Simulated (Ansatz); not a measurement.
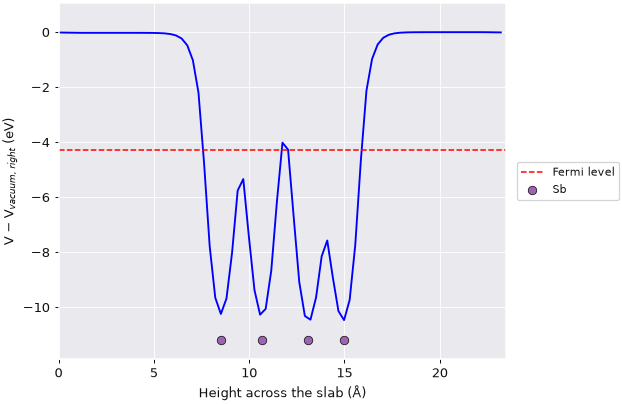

Plane-averaged electrostatic potential energy of an electron across the slab; circles at the bottom mark the heights of the atoms (positions after relaxation).

System: a (110) slab cut from Sb (Pm-3m), 4 atoms in the cell. Starting structure of the relaxation:

```xyz
4
Lattice="3.0617 0.0000 0.0000 0.0000 4.3300 0.0000 0.0000 0.0000 23.4949" Properties=species:S:1:pos:R:3 pbc="T T T"
Sb    0.0000    2.1650    8.5000
Sb    0.0000    0.0000   10.6650
Sb    0.0000    2.1650   12.8300
Sb    0.0000    0.0000   14.9949
```

Ansatz; DFT PBEsol, scalar-relativistic, plane waves, PAW, no spin polarisation, 9×7×1 k mesh, 420 eV cutoff, Gaussian smearing of 0.1 eV.

> What is the work function?

The work function is 4.28 eV, the same on both faces. The two vacuum levels agree, so the slab has no net dipole along its normal.

> How thick are slab and vacuum?

The outermost atoms are 6.5 Å apart, which leaves 17.0 Å of vacuum in a cell 23.5 Å high.
